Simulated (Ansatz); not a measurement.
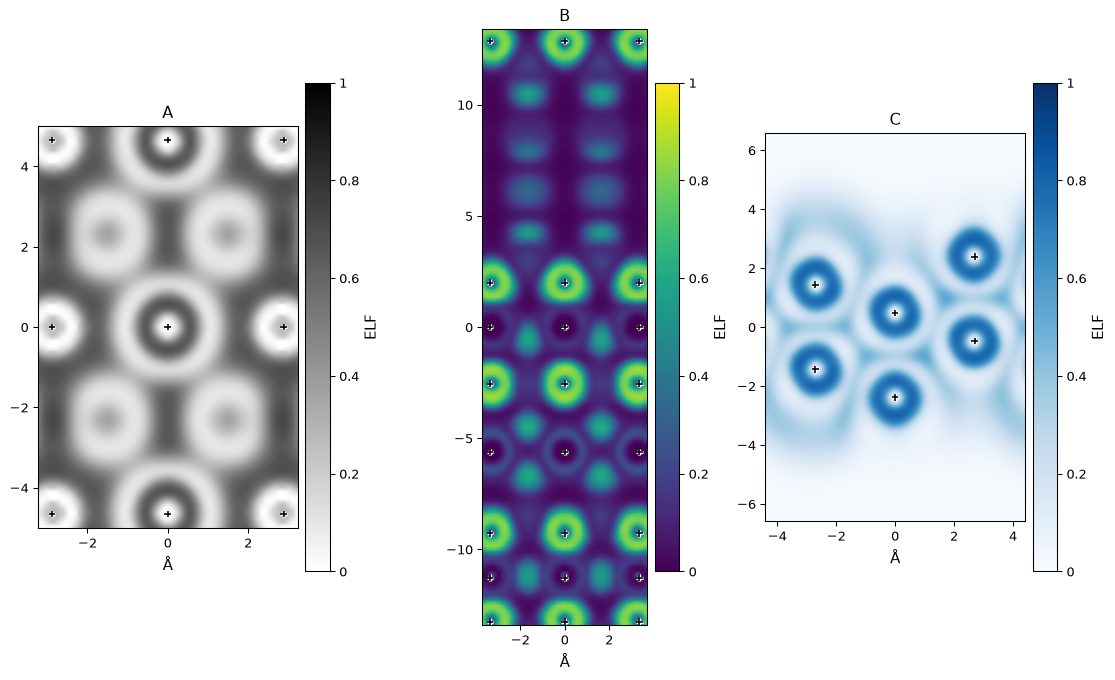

The electron localisation function of 3 systems, each on a plane through atoms (crosses mark nuclei in the plane).

Computed with Ansatz, DFT PBE, scalar-relativistic, plane waves, PAW.

System 1: Ti3Al, the (100) plane of the conventional cell. Space group P6₃/mmc; computed without spin polarisation.

```
Ti Al
1.0
     5.76504    0.00000    0.00000
    -2.88252    4.99267    0.00000
     0.00000    0.00000    4.65743
Ti Al
6 2
Direct
  0.83047 0.16953 0.25000
  0.66094 0.83047 0.75000
  0.83047 0.66094 0.25000
  0.16953 0.83047 0.75000
  0.33906 0.16953 0.25000
  0.16953 0.33906 0.75000
  0.33333 0.66667 0.25000
  0.66667 0.33333 0.75000
```

System 2: ZnInGaO4, the (100) plane of the conventional cell. Space group R3m; a structure from a database of computed crystals, not necessarily the ambient phase.

```
Zn In Ga O
1.0
     3.35619    0.00000    0.00000
    -1.67809    2.90654    0.00000
     0.00000    0.00000   26.11104
Zn In Ga O
3 3 3 12
Direct
  0.00000 0.00000 0.21881
  0.66667 0.33333 0.55214
  0.33333 0.66667 0.88547
  0.00000 0.00000 0.00308
  0.66667 0.33333 0.33641
  0.33333 0.66667 0.66974
  0.66667 0.33333 0.12039
  0.33333 0.66667 0.45372
  0.00000 0.00000 0.78705
  0.00000 0.00000 0.29527
  0.66667 0.33333 0.62860
  0.33333 0.66667 0.96194
  0.66667 0.33333 0.04457
  0.33333 0.66667 0.37790
  0.00000 0.00000 0.71123
  0.00000 0.00000 0.12104
  0.66667 0.33333 0.45437
  0.33333 0.66667 0.78770
  0.66667 0.33333 0.19686
  0.33333 0.66667 0.53019
  0.00000 0.00000 0.86353
```

System 3: Nb (slab), the (110) plane of the calculation cell, a cut from vacuum to vacuum. Not relaxed (largest force 1.9 eV/Å).

Q: Which map belongs to which system?

A: Panel A is system 1, Ti3Al: the plane holds Ti and Al. Panel B is system 2, ZnInGaO4: the plane holds Zn, In, Ga and O. Zn–O (2.00 Å): the ELF peaks at about 0.85 in the valence shell of O, 0.6 Å from its nucleus, and is about 0.25 at the midpoint: no localised pair shows between them. Panel C is system 3, Nb: the plane holds Nb. Nb–Nb (2.87 Å): the ELF is about 0.30 at the midpoint.
